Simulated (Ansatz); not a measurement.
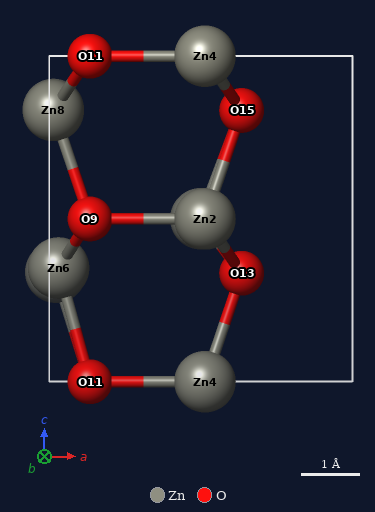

Starting structure of a defect cell of composition Zn8O7. A ball-and-stick model of the cell of the calculation (origin shifted), seen along the b axis.

Case: O vacancy (site b), charge +0, atoms relaxed at the host's cell.

Level of theory: DFT PBE, scalar-relativistic, plane waves, PAW in Ansatz 0.2.0.

Input file:
```yaml
crystal:
  lattice:
    - [0.0, 0.0, -5.2932332133]
    - [-3.2793907598, 5.6800714139, 0.0]
    - [6.5587815197, 0.0, 0.0]
  atoms:
    - { symbol: Zn, position: [0.4857588881, 0.1712408295, 0.3340231649] }
    - { symbol: Zn, position: [0.4993955898, 0.6666666667, 0.3333333333] }
    - { symbol: Zn, position: [0.4993955898, 0.1666666667, 0.8333333333] }
    - { symbol: Zn, position: [0.4993955898, 0.6666666667, 0.8333333333] }
    - { symbol: Zn, position: [1.0075579231, 0.339896659, 0.1698716337] }
    - { symbol: Zn, position: [1.0169130529, 0.8408890022, 0.1826259086] }
    - { symbol: Zn, position: [0.9993469455, 0.3344799583, 0.6696688899] }
    - { symbol: Zn, position: [0.9993955898, 0.8333333333, 0.6666666667] }
    - { symbol: O, position: [0.1202944102, 0.6666666667, 0.3333333333] }
    - { symbol: O, position: [0.1202944102, 0.1666666667, 0.8333333333] }
    - { symbol: O, position: [0.1202944102, 0.6666666667, 0.8333333333] }
    - { symbol: O, position: [0.6202944102, 0.3333333333, 0.1666666667] }
    - { symbol: O, position: [0.6202944102, 0.8333333333, 0.1666666667] }
    - { symbol: O, position: [0.6202944102, 0.3333333333, 0.6666666667] }
    - { symbol: O, position: [0.6202944102, 0.8333333333, 0.6666666667] }
  host:
    lattice:
      - [3.2793907598, 0.0, 0.0]
      - [-1.6396953799, 2.840035707, 0.0]
      - [0.0, 0.0, 5.2932332133]
    atoms:
      - { symbol: Zn, position: [0.6666666667, 0.3333333333, 0.5006044102] }
      - { symbol: Zn, position: [0.3333333333, 0.6666666667, 0.0006044102] }
      - { symbol: O, position: [0.6666666667, 0.3333333333, 0.8797055898] }
      - { symbol: O, position: [0.3333333333, 0.6666666667, 0.3797055898] }
basis:
  ecutwfc: 420
  xc_grid: 2
kpoints:
  mp_grid: { grid: [3, 3, 3], shift: [0.0, 0.0, 0.0] }
hamiltonian:
  xc: pbe
scf:
  occupations: { method: gaussian, width: 0.01 }
output:
  forces: true
  stress: false
  eigenvalues: true
  charged_corrections:
    defect_position: [0.12029441, 0.16666667, 0.33333333]
    epsilon: [[10.5528, 0.0, 0.0], [0.0, 10.5528, 0.0], [0.0, 0.0, 11.5878]]
  write_density: true
  write_potential: true
  elf: true
  volumetric_format: npy
relax:
  adjacent_minimum: "off"
  f_tol: 0.025
  max_steps: 45
```

Launched with:
```bash
ansatz run input.yaml --threads 4 --pin off --max-ram 8192MiB --backend cpu --events-out ev --progress --plain --runs-dir out
```

Q: Where does the relaxation end?

A: Over 3 accepted moves (4 points after the start) the energy falls by 0.250 eV per cell of the calculation. The largest force component goes from 0.87 to 0.0059 eV/Å. 1 step only repeated the SCF at the same geometry. The largest move is that of Zn1, 0.16 Å roughly along −a. By element the largest moves are Zn 0.16 Å, O 0.06 Å. The cell stays as it was. Near-neighbour distances that change, for instance: Zn6–O9 1.927 → 2.041 Å, Zn5–O9 1.950 → 2.039 Å, Zn6–O13 2.101 → 2.033 Å, Zn7–O10 1.989 → 2.039 Å. Bond angles that change, for instance: Zn5–O10–Zn7 109.7° → 117.8°, O9–Zn5–O10 112.1° → 105.3°, O12–Zn1–O14 109.3° → 102.6°.

The end point in the same view:

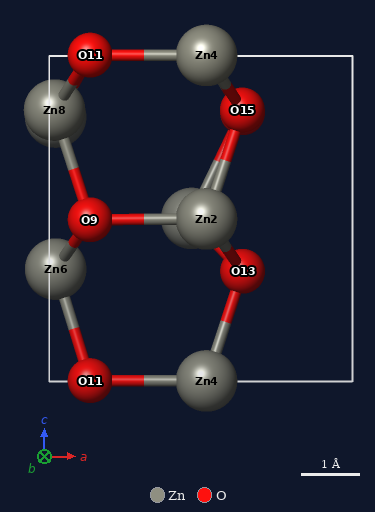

Limits of the set-up: the periodic images lie only 5.3 Å apart, so the values are limited by the cell's size.
